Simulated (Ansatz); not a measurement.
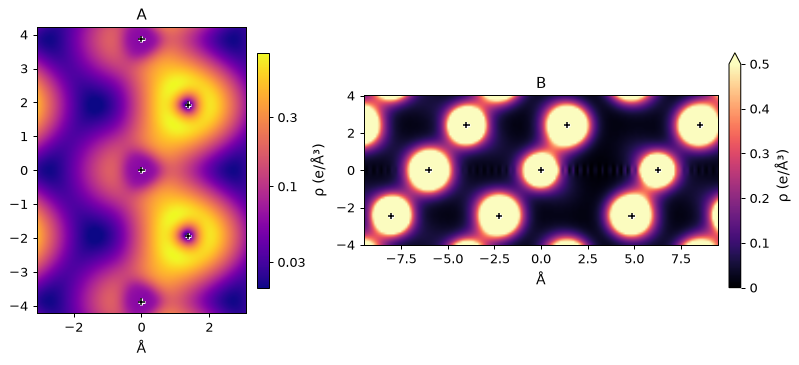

The valence electron density of 2 systems, each on a plane through atoms (crosses mark nuclei in the plane).

These are results of DFT r2SCAN, scalar-relativistic, plane waves, PAW (Ansatz), not measurements.

System 1: AlP, the (110) plane of the conventional cell. Space group F-43m.

System 2: Ge$_{2}$Sb$_{2}$Te$_{5}$, the (110) plane of the conventional cell. Space group P-3m1; a structure from a database of computed crystals, not necessarily the ambient phase.

```yaml
crystal:
  lattice:
    - [4.22693, 0.00000, 0.00000]
    - [-2.11347, 3.66063, 0.00000]
    - [0.00000, 0.00000, 18.31746]
  atoms:
    - { symbol: Ge, position: [0.00000, 0.00000, 0.32931] }
    - { symbol: Ge, position: [0.00000, 0.00000, 0.67069] }
    - { symbol: Sb, position: [0.33333, 0.66667, 0.11087] }
    - { symbol: Sb, position: [0.66667, 0.33333, 0.88913] }
    - { symbol: Te, position: [0.00000, 0.00000, 0.00000] }
    - { symbol: Te, position: [0.33333, 0.66667, 0.79411] }
    - { symbol: Te, position: [0.66667, 0.33333, 0.20589] }
    - { symbol: Te, position: [0.33333, 0.66667, 0.40572] }
    - { symbol: Te, position: [0.66667, 0.33333, 0.59428] }
```

Q: Which map belongs to which system?

A: Panel A is system 1, AlP: the plane holds Al and P. Al–P (2.37 Å): ρ is about 0.52 e/Å³ halfway. Panel B is system 2, Ge$_{2}$Sb$_{2}$Te$_{5}$: the plane holds Ge, Sb and Te. Ge–Te (2.81 Å): the density is about 0.37 e/Å³ at the midpoint.
